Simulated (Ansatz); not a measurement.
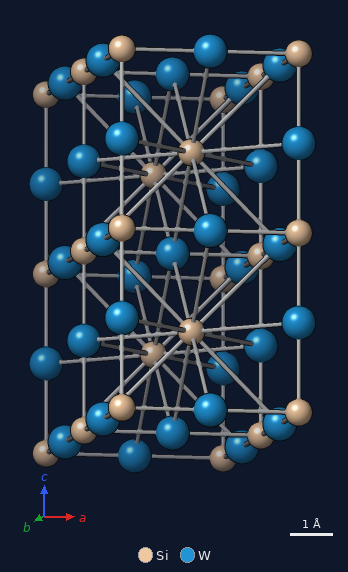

A crystal of Si₂W₃ (a generated structure, set up in Pm-3m) (coarse preliminary run), before the relaxation. The picture is a ball-and-stick view of the cell of the calculation, repeated 1 × 2 × 2 with one cell outlined, seen from a free direction.

Computed with DFT PBE, scalar-relativistic, plane waves, PAW in Ansatz.

Input
```yaml
crystal:
  lattice:
    - [4.33469522, 0.0, 0.0]
    - [0.0, 4.33469522, 0.0]
    - [0.0, 0.0, 4.33469522]
  atoms:
    - { symbol: Si, position: [0.5, 0.5, 0.5] }
    - { symbol: Si, position: [0.0, 0.0, 0.0] }
    - { symbol: W, position: [0.5, 0.0, 0.0] }
    - { symbol: W, position: [0.0, 0.5, 0.0] }
    - { symbol: W, position: [0.0, 0.0, 0.5] }
basis:
  ecutwfc: 420
kpoints:
  mp_grid: { grid: [4, 4, 4] }
hamiltonian:
  xc: pbe
scf:
  occupations: { method: gaussian, width: 0.1 }
  lower_state_search: "off"
output:
  forces: true
  stress: true
  eigenvalues: true
relax:
  adjacent_minimum: "off"
  f_tol: 0.04
  max_steps: 70
  cell: { stress_tol: 0.4 }
```

Launched with:
```bash
ansatz run input.yaml --threads 1 --pin off --max-ram 2560MiB --backend cpu --events-out ev --progress --plain --runs-dir out
```

**Where does the relaxation end?**

No atom moves by more than 0.005 Å relative to the cell. The drawn cell changes as follows: a = b = c 4.335 → 4.467 Å (+3.0 %); the volume changes by +9.4 %. Near-neighbour distances that change, for instance: W3–W4 3.065 → 3.158 Å, Si1–W3 3.065 → 3.158 Å, Si2–W3 2.167 → 2.233 Å. The space group stays Pm-3m (No. 221). The energy falls by 80.8 meV per atom in 3 accepted moves (4 points after the start). All forces vanish by symmetry, so only the cell relaxes. Pressure: 18.28 GPa at the start and 0.00 GPa at the end. The SCF was repeated once at an unchanged geometry on a basis and grid sized afresh for the cell, which shifted the energy by 0.5 meV per atom at most.

The structure at the end:

```
Si W
1.0
     4.46676    0.00000    0.00000
     0.00000    4.46676    0.00000
     0.00000    0.00000    4.46676
Si W
2 3
Direct
  0.50000 0.50000 0.50000
  0.00000 0.00000 0.00000
  0.50000 0.00000 0.00000
  0.00000 0.50000 0.00000
  0.00000 0.00000 0.50000
```

The end point in the same view:

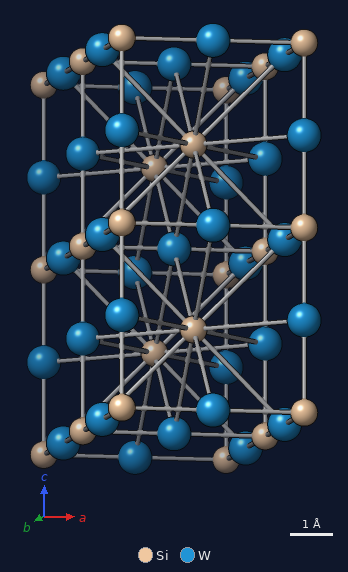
